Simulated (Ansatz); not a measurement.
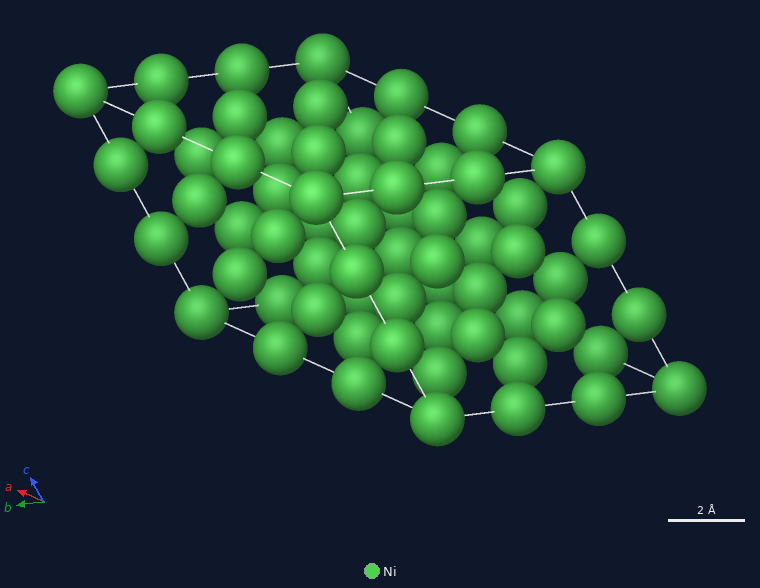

Figure 1. The structure (spheres-only view of the cell of the calculation, seen at an oblique angle).

# Run report: Ni, single-point calculation (part 1 of 3)

System: Ni (27 atoms in the cell).
Method: DFT r2SCAN, scalar-relativistic, plane waves, PAW, spin-polarised (Ansatz 0.2.0).

The structure derives from a Materials Project entry. It belongs to a series of runs on one base structure; here: the perfect crystal in a cell of 27 atoms. Figures and captions count atoms from 1; the log counts them from 0 in places.

### The input
```yaml
crystal:
  lattice:
    - [-5.2180051055, 5.2180051055, 0.0]
    - [-5.2180051055, 0.0, 5.2180051055]
    - [0.0, 5.2180051055, 5.2180051055]
  atoms:
    - { symbol: Ni, position: [0.0, 0.0, 0.0], spin: 0.9 }
    - { symbol: Ni, position: [0.3333333333, 0.0, 0.0], spin: 0.9 }
    - { symbol: Ni, position: [0.0, 0.3333333333, 0.0], spin: 0.9 }
    - { symbol: Ni, position: [0.0, 0.0, 0.3333333333], spin: 0.9 }
    - { symbol: Ni, position: [0.6666666667, 0.0, 0.0], spin: 0.9 }
    - { symbol: Ni, position: [0.3333333333, 0.3333333333, 0.0], spin: 0.9 }
    - { symbol: Ni, position: [0.3333333333, 0.0, 0.3333333333], spin: 0.9 }
    - { symbol: Ni, position: [0.0, 0.6666666667, 0.0], spin: 0.9 }
    - { symbol: Ni, position: [0.0, 0.3333333333, 0.3333333333], spin: 0.9 }
    - { symbol: Ni, position: [0.0, 0.0, 0.6666666667], spin: 0.9 }
    - { symbol: Ni, position: [0.6666666667, 0.3333333333, 0.0], spin: 0.9 }
    - { symbol: Ni, position: [0.6666666667, 0.0, 0.3333333333], spin: 0.9 }
    - { symbol: Ni, position: [0.3333333333, 0.6666666667, 0.0], spin: 0.9 }
    - { symbol: Ni, position: [0.3333333333, 0.3333333333, 0.3333333333], spin: 0.9 }
    - { symbol: Ni, position: [0.3333333333, 0.0, 0.6666666667], spin: 0.9 }
    - { symbol: Ni, position: [0.0, 0.6666666667, 0.3333333333], spin: 0.9 }
    - { symbol: Ni, position: [0.0, 0.3333333333, 0.6666666667], spin: 0.9 }
    - { symbol: Ni, position: [0.6666666667, 0.6666666667, 0.0], spin: 0.9 }
    - { symbol: Ni, position: [0.6666666667, 0.3333333333, 0.3333333333], spin: 0.9 }
    - { symbol: Ni, position: [0.6666666667, 0.0, 0.6666666667], spin: 0.9 }
    - { symbol: Ni, position: [0.3333333333, 0.6666666667, 0.3333333333], spin: 0.9 }
    - { symbol: Ni, position: [0.3333333333, 0.3333333333, 0.6666666667], spin: 0.9 }
    - { symbol: Ni, position: [0.0, 0.6666666667, 0.6666666667], spin: 0.9 }
    - { symbol: Ni, position: [0.6666666667, 0.6666666667, 0.3333333333], spin: 0.9 }
    - { symbol: Ni, position: [0.6666666667, 0.3333333333, 0.6666666667], spin: 0.9 }
    - { symbol: Ni, position: [0.3333333333, 0.6666666667, 0.6666666667], spin: 0.9 }
    - { symbol: Ni, position: [0.6666666667, 0.6666666667, 0.6666666667], spin: 0.9 }
basis:
  ecutwfc: 500
  xc_grid: 3
kpoints:
  mp_grid: { grid: [5, 5, 5], shift: [0.0, 0.0, 0.0] }
hamiltonian:
  xc: r2scan
scf:
  occupations: { method: gaussian, width: 0.1 }
output:
  forces: true
  stress: true
  eigenvalues: true
  populations: true
  write_density: true
  write_potential: true
  elf: true
  volumetric_format: npy
magnetization:
  spin_polarized: true
```

Launch command:
```bash
ansatz run input.yaml --threads 8 --pin off --max-ram 20480MiB --backend cpu --events-out ev --progress --plain --runs-dir out
```

### Output
```
Engine: ansatz 0.2.0, x86_64-unknown-linux-gnu
Pseudopotentials: kind: paw
Pseudopotential: Ni, paw, valence charge 18, recommended cutoff 500 eV (meta_gga), Ni.paw.azcp
Functional definition: r2SCAN
  parameter k0 = 0.174
  parameter k1 = 0.065
  parameter a1 = 4.9479
  exchange = r2scan_x(k0 = k0, k1 = k1, a1 = a1)
  correlation = r2scan_c
Crystal: 27 atoms, lattice volume = 284.147 Å³
Basis set: ecut = 500 eV, 7239 PW (Γ), exchange–correlation on 162×162×162 points (27 copies of the dense FFT grid, shifted against one another)
Bands: 307, of which v1, the nominal top of the filled ones, is band 243 counted from 1 (242 counted from 0)
Symmetry: 1296 space group operations
Space group: Fm-3m (ITA 225), of the structure as read, at distance tolerance 6.6e-5 Å
Magnetic group: BNS 225.116 (UNI 1618), of the structure as read, at distance tolerance 6.6e-5 Å
k-points: 10 of 125
Non-local potential: Ni, projectors of the file, l = 0: 3, l = 1: 2, l = 2: 3, l = 3: 1
PAW form: soft (Blöchl's): semilocal exchange-correlation on the pseudo side does not see the compensation charge
PAW frozen core: Ni, regenerated for the run's functional (the file was generated under x = pbe(κ = 0.804, μ = 0.2195149727645171), c = pbe(β = 0.06672455060314922))
PAW one-centre angular grid: Ni, 590 points (default); XC on 160 Gauss nodes
Initial density: superposition of atomic densities (chi_scale 0.1, normalization cell)
Starting moments: Σ|m| = 24.3 μB on 27 of 27 sites
Initial wavefunctions: pseudopotential atomic-orbital guess
Functional: x = r2scan, c = r2scan; τ floored in thin density (d = 2e-4 eV/Å³)
iter 1 solved again at ethr=1.92e-3 eV; its pass at ethr=3.10e-3 eV (dr2=9.34e0 eV) is discarded
SCF iter   1: F=—  HF=-157799.696682 eV  |F-HF|=—  |Δ(HF+E_count)|=         —  Δρ=6.88e-2 (↑1.15e-2 ↓6.88e-2)  dr2=8.19e0  dr2_τ=1.40e-1  dr2_m=3.31e0  M=24.771 μB ∫|m|=26.974 μB  β_m=1.00  ethr=1.92e-3  ⟨swp⟩=4.0  Hψ=32884  notcnv=0
Mixer restart at iter 1: flushing history
preconditioner: auto → Kerker (q_TF=auto, 2.984 Å⁻¹)  [metal: Δε(μ)=0.014 eV  Ē_g=9.457 eV  σ=0.100 eV  W_gap=0.08  n_scr=136 (ndim 8)  ℏωp=36.2 eV  f_vac=0.000  D(μ)=40.56/eV (n_scr^D=608)]
spin=Collinear: Kerker preconditioning applied to the charge; magnetization (m = ρ↑ − ρ↓) channel mixes plain (no charge-response kernel on spin).
SCF iter   2: F=—  HF=-157796.188792 eV  |F-HF|=—  |Δ(HF+E_count)|=    3.51e0  Δρ=1.73e-2 (↑1.10e-2 ↓1.73e-2)  dr2=3.83e-1  dr2_τ=2.09e-2  dr2_m=5.41e-2  M=23.342 μB ∫|m|=26.910 μB  β_m=1.00  ethr=1.68e-3  ⟨swp⟩=3.0  Hψ=11497  notcnv=0  defer=861  κ⁻¹=1.0e0(r=1)
SCF iter   3: F=—  HF=-157806.124769 eV  |F-HF|=—  |Δ(HF+E_count)|=    9.94e0  Δρ=1.64e-2 (↑1.23e-2 ↓1.64e-2)  dr2=6.14e-1  dr2_τ=5.68e-3  dr2_m=1.88e-2  M=22.780 μB ∫|m|=26.922 μB  β_m=1.00  ethr=7.89e-5  ⟨swp⟩=2.0  Hψ=12353  notcnv=0  defer=866  κ⁻¹=8.3e-3(r=2)
SCF iter   4: F=—  HF=-157810.722353 eV  |F-HF|=—  |Δ(HF+E_count)|=    4.60e0  Δρ=1.58e-2 (↑1.13e-2 ↓1.58e-2)  dr2=6.58e-1  dr2_τ=4.54e-3  dr2_m=1.75e-2  M=22.457 μB ∫|m|=26.784 μB  β_m=1.00  ethr=7.89e-5  ⟨swp⟩=2.5  Hψ=10697  notcnv=0  defer=875  κ⁻¹=4.1e-4(r=3)
SCF iter   5: F=—  HF=-157820.771400 eV  |F-HF|=—  |Δ(HF+E_count)|=    1.00e1  Δρ=8.87e-3 (↑5.48e-3 ↓8.87e-3)  dr2=3.13e-1  dr2_τ=1.13e-3  dr2_m=1.14e-2  M=21.151 μB ∫|m|=25.822 μB  β_m=1.00  ethr=7.89e-5  ⟨swp⟩=2.8  Hψ=12053  notcnv=0  defer=875  κ⁻¹=1.9e-5(r=4)
SCF iter   6: F=—  HF=-157822.026211 eV  |F-HF|=—  |Δ(HF+E_count)|=    1.25e0  Δρ=3.08e-3 (↑1.59e-3 ↓3.08e-3)  dr2=2.54e-2  dr2_τ=1.19e-4  dr2_m=3.61e-3  M=20.315 μB ∫|m|=24.990 μB  β_m=1.00  ethr=6.45e-5  ⟨swp⟩=2.0  Hψ=9504  notcnv=0  defer=885  κ⁻¹=1.0e-5(r=5)
SCF iter   7: F=—  HF=-157822.679028 eV  |F-HF|=—  |Δ(HF+E_count)|=         —  Δρ=1.91e-3 (↑1.91e-3 ↓1.22e-3)  dr2=3.09e-3  dr2_τ=5.47e-5  dr2_m=4.85e-3  M=19.677 μB ∫|m|=24.322 μB  β_m=1.00  ethr=5.22e-6  ⟨swp⟩=2.0  Hψ=11043  notcnv=0  defer=885
Mixer restart at iter 7: flushing history
SCF iter   8: F=—  HF=-157822.769600 eV  |F-HF|=—  |Δ(HF+E_count)|=   9.06e-2  Δρ=9.89e-4 (↑9.89e-4 ↓8.47e-4)  dr2=2.62e-3  dr2_τ=2.32e-5  dr2_m=1.17e-3  M=19.597 μB ∫|m|=24.205 μB  β_m=1.00  ethr=6.37e-7  ⟨swp⟩=2.0  Hψ=11034  notcnv=0  defer=885  κ⁻¹=1.0e0(r=1)
SCF iter   9: F=—  HF=-157822.852312 eV  |F-HF|=—  |Δ(HF+E_count)|=   8.27e-2  Δρ=9.52e-4 (↑6.05e-4 ↓9.52e-4)  dr2=3.76e-3  dr2_τ=1.67e-5  dr2_m=6.88e-4  M=19.500 μB ∫|m|=24.065 μB  β_m=1.00  ethr=5.39e-7  ⟨swp⟩=2.0  Hψ=10288  notcnv=0  defer=885  κ⁻¹=8.2e-2(r=2)
SCF iter  10: F=—  HF=-157822.818731 eV  |F-HF|=—  |Δ(HF+E_count)|=   3.36e-2  Δρ=9.74e-4 (↑7.07e-4 ↓9.74e-4)  dr2=3.68e-3  dr2_τ=1.76e-5  dr2_m=8.93e-4  M=19.546 μB ∫|m|=24.132 μB  β_m=1.00  ethr=5.39e-7  ⟨swp⟩=2.1  Hψ=9173  notcnv=0  defer=885  κ⁻¹=4.0e-3(r=3)
SCF iter  11: F=—  HF=-157822.938441 eV  |F-HF|=—  |Δ(HF+E_count)|=   1.20e-1  Δρ=3.32e-4 (↑3.32e-4 ↓2.74e-4)  dr2=3.14e-4  dr2_τ=2.61e-6  dr2_m=2.23e-5  M=19.225 μB ∫|m|=23.664 μB  β_m=1.00  ethr=5.39e-7  ⟨swp⟩=2.7  Hψ=12475  notcnv=0  defer=885  κ⁻¹=4.1e-4(r=4)
SCF iter  12: F=—  HF=-157822.925736 eV  |F-HF|=—  |Δ(HF+E_count)|=   1.27e-2  Δρ=3.58e-4 (↑1.04e-4 ↓3.58e-4)  dr2=1.59e-4  dr2_τ=1.93e-6  dr2_m=7.55e-5  M=19.101 μB ∫|m|=23.486 μB  β_m=1.00  ethr=6.47e-8  ⟨swp⟩=2.9  Hψ=13035  notcnv=0  defer=885  κ⁻¹=1.6e-4(r=5)
SCF iter  13: F=—  HF=-157822.934999 eV  |F-HF|=—  |Δ(HF+E_count)|=   9.26e-3  Δρ=2.75e-4 (↑6.08e-5 ↓2.75e-4)  dr2=1.09e-4  dr2_τ=6.73e-7  dr2_m=5.98e-5  M=19.150 μB ∫|m|=23.554 μB  β_m=1.00  ethr=3.27e-8  ⟨swp⟩=2.9  Hψ=12306  notcnv=0  defer=885  κ⁻¹=9.1e-5(r=6)
SCF iter  14: F=—  HF=-157822.938047 eV  |F-HF|=—  |Δ(HF+E_count)|=   3.05e-3  Δρ=1.06e-4 (↑5.06e-5 ↓1.06e-4)  dr2=1.52e-5  dr2_τ=2.55e-7  dr2_m=1.09e-5  M=19.178 μB ∫|m|=23.593 μB  β_m=1.00  ethr=2.23e-8  ⟨swp⟩=2.0  Hψ=10807  notcnv=0  defer=885  κ⁻¹=6.0e-5(r=7)
SCF iter  15: F=—  HF=-157822.939082 eV  |F-HF|=—  |Δ(HF+E_count)|=   1.03e-3  Δρ=6.59e-5 (↑3.10e-5 ↓6.59e-5)  dr2=5.73e-6  dr2_τ=9.40e-8  dr2_m=4.66e-6  M=19.192 μB ∫|m|=23.610 μB  β_m=1.00  ethr=3.12e-9  ⟨swp⟩=2.3  Hψ=11115  notcnv=0  defer=885  κ⁻¹=3.1e-5(r=8)
SCF iter  16: F=—  HF=-157822.939553 eV  |F-HF|=—  |Δ(HF+E_count)|=   4.71e-4  Δρ=4.81e-5 (↑1.34e-5 ↓4.81e-5)  dr2=2.87e-6  dr2_τ=1.40e-8  dr2_m=2.28e-6  M=19.203 μB ∫|m|=23.625 μB  β_m=1.00  ethr=1.18e-9  ⟨swp⟩=2.1  Hψ=11160  notcnv=0  defer=885  κ⁻¹=1.6e-5(r=8)
SCF iter  17: F=—  HF=-157822.939644 eV  |F-HF|=—  |Δ(HF+E_count)|=   9.11e-5  Δρ=2.97e-5 (↑6.28e-6 ↓2.97e-5)  dr2=1.35e-6  dr2_τ=4.68e-9  dr2_m=7.28e-7  M=19.207 μB ∫|m|=23.632 μB  β_m=1.00  ethr=5.91e-10  ⟨swp⟩=2.0  Hψ=10793  notcnv=0  defer=885  κ⁻¹=1.4e-6(r=8)
SCF iter  18: F=—  HF=-157822.939687 eV  |F-HF|=—  |Δ(HF+E_count)|=   4.33e-5  Δρ=1.16e-5 (↑3.59e-6 ↓1.16e-5)  dr2=1.81e-7  dr2_τ=1.03e-9  dr2_m=1.30e-7  M=19.211 μB ∫|m|=23.637 μB  β_m=1.00  ethr=2.77e-10  ⟨swp⟩=2.5  Hψ=11105  notcnv=0  defer=885  κ⁻¹=6.8e-7(r=8)
SCF iter  19: F=—  HF=-157822.939706 eV  |F-HF|=—  |Δ(HF+E_count)|=   1.88e-5  Δρ=8.26e-7 (↑8.26e-7 ↓5.24e-7)  dr2=6.33e-10  dr2_τ=1.05e-10  dr2_m=3.35e-10  M=19.216 μB ∫|m|=23.644 μB  β_m=1.00  ethr=3.72e-11  ⟨swp⟩=3.3  Hψ=14930  notcnv=0  defer=885  κ⁻¹=1.1e-6(r=8)
SCF iter  20: F=-157822.939706 eV  HF=-157822.939706 eV  |F-HF|=1.37e-9  |Δ(HF+E_count)|=   1.12e-8  Δρ=2.04e-6 (↑7.41e-7 ↓2.04e-6)  dr2=1.19e-8  dr2_τ=3.00e-11  dr2_m=1.34e-9  M=19.216 μB ∫|m|=23.644 μB  ethr=1.00e-12  ⟨swp⟩=14.2  Hψ=53888  notcnv=0
SCF 1 converged in 20 iterations: F = -157822.939706 eV  dr2 = 1.19e-8
  greatest PAW one-centre occupation: 1.001 electrons in one spin orbital (limit 2), on the Ni atom at site 26 (counted from 0), in its partial waves of l = 1
```

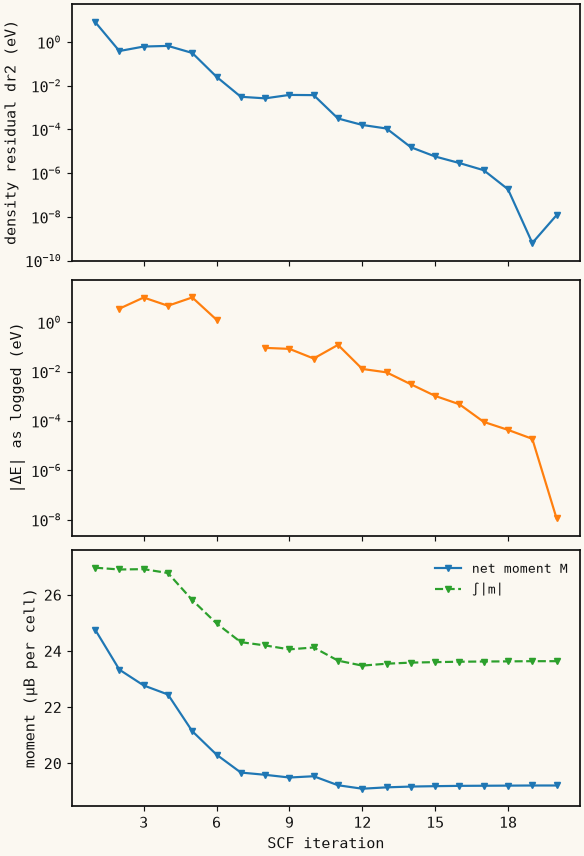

Figure 2. Convergence of the self-consistent field: density residual dr2, size of the energy change and magnetic moment against the SCF iteration. The residual comes down, with one marked jump up, by a factor of about 20, at step 20. The net moment goes from 24.8 to 19.2 μB per cell.

```
this state was not tested for a lower state beside it, because the mixer in use, unlike msr1, does not test its closes by its own steps (another_mixer; see scf.mixing.algorithm and scf.lower_state_search)
SCF converged after 20 iterations
Magnetization: 19.2155 μB (252.6078 up, 233.3922 down)
Absolute magnetization: 23.6731 μB (∫|ρ↑−ρ↓|, with the PAW one-centre terms)
Spin contamination: 0.5071 ħ² per cell (⟨S²⟩ above its minimum at these occupations)
Per-site moments (μB) at R_I (Å): [(0.7772149304167228, 1.014663868450396), (0.7772149304167227, 1.014663868450396), (0.7772149304167228, 1.014663868450396), (0.7772149304167227, 1.014663868450396), (0.7772149304167226, 1.014663868450396), (0.7772149304167227, 1.014663868450396), (0.7772149304167226, 1.014663868450396), (0.7772149304167227, 1.014663868450396), (0.7772149304167227, 1.014663868450396), (0.7772149304167227, 1.014663868450396), (0.7772149304167226, 1.014663868450396), (0.7772149304167225, 1.014663868450396), (0.7772149304167226, 1.014663868450396), (0.7772149304167226, 1.014663868450396), (0.7772149304167226, 1.014663868450396), (0.7772149304167226, 1.014663868450396), (0.7772149304167227, 1.014663868450396), (0.7772149304167225, 1.014663868450396), (0.7772149304167225, 1.014663868450396), (0.7772149304167225, 1.014663868450396), (0.7772149304167225, 1.014663868450396), (0.7772149304167226, 1.014663868450396), (0.7772149304167226, 1.014663868450396), (0.7772149304167224, 1.014663868450396), (0.7772149304167225, 1.014663868450396), (0.7772149304167225, 1.014663868450396), (0.7772149304167224, 1.014663868450396)]
Free energy (F): -157822.939706 eV
Harris-Foulkes:  -157822.939706 eV  (|F-HF|=1.37e-9)
Internal energy: -157822.791339 eV  (E = F + TS)
E sigma→0 (E₀):  -157822.865522 eV
Entropy (-TS):   -0.148367 eV (-5.495 meV/atom)
Fermi energy:    18.882072 eV
--- Per-component energies (eV) ---
  E_band       = -8048.012335
  E_kinetic    = 7621.355346
  E_local      = -91473.471279  (includes V_loc(G=0)·N_el)
  E_nonlocal   = 17281.995902
  E_hartree    = 38285.362467
  E_xc         = -2131.893200
  E_vxc        = -3165.414841  (∫ρ·V_xc dr)
  E_paw        = -44385.522235  (= ΣΔE_a)
  E_vpaw       = -15118.086329  (= ΣTr[D̂ρ^β])
  E_aug_tail   = 0.006452  (compensation charges beyond the density's cutoff)
  E_vtau       = 234.835844  (kinetic-family band-sum trace: ∫τ·v_τ [+ j·A + Jᵃ·Aᵃ] dr)
  E_ewald      = -83012.522940
  E_core_change = -8.101852  (= ΣΔE_core)
  E_smearing   = -0.148367  (= −TS)
  E_closure    = 0.000000  (closes the sum)
  Σ components = -157822.939706   (vs F -157822.939706, Δ=0.00e0)
--- Forces (eV/Å), atoms counted from 1 ---
  atom   1  Ni     0.00000000     0.00000000    -0.00000000
  atom   2  Ni     0.00000000     0.00000000     0.00000000
  atom   3  Ni     0.00000000     0.00000000     0.00000000
  atom   4  Ni     0.00000000     0.00000000     0.00000000
  atom   5  Ni     0.00000000     0.00000000    -0.00000000
  atom   6  Ni     0.00000000    -0.00000000     0.00000000
  atom   7  Ni     0.00000000     0.00000000    -0.00000000
  atom   8  Ni     0.00000000     0.00000000     0.00000000
  atom   9  Ni     0.00000000     0.00000000     0.00000000
  atom  10  Ni     0.00000000     0.00000000     0.00000000
  atom  11  Ni     0.00000000     0.00000000     0.00000000
  atom  12  Ni     0.00000000     0.00000000    -0.00000000
  atom  13  Ni     0.00000000     0.00000000    -0.00000000
  atom  14  Ni     0.00000000     0.00000000    -0.00000000
  atom  15  Ni     0.00000000     0.00000000     0.00000000
  atom  16  Ni     0.00000000    -0.00000000     0.00000000
  atom  17  Ni     0.00000000     0.00000000    -0.00000000
  atom  18  Ni     0.00000000     0.00000000    -0.00000000
  atom  19  Ni     0.00000000    -0.00000000    -0.00000000
  atom  20  Ni     0.00000000     0.00000000     0.00000000
  atom  21  Ni     0.00000000     0.00000000    -0.00000000
  atom  22  Ni     0.00000000     0.00000000    -0.00000000
  atom  23  Ni     0.00000000     0.00000000     0.00000000
  atom  24  Ni     0.00000000     0.00000000    -0.00000000
  atom  25  Ni     0.00000000     0.00000000    -0.00000000
  atom  26  Ni     0.00000000     0.00000000     0.00000000
  atom  27  Ni     0.00000000     0.00000000     0.00000000
  max |Σ_I F_I| component: 4.09e-27 eV/Å
--- Stress (GPa, compression-positive) ---
       -0.516288      -0.000000      -0.000000
       -0.000000      -0.516288       0.000000
       -0.000000      -0.000000      -0.516288
  P = ⅓ Tr σ = -0.5163 GPa (-5.163 kbar)
--- Band table (eV; the first three rows and the last of 20) ---
```
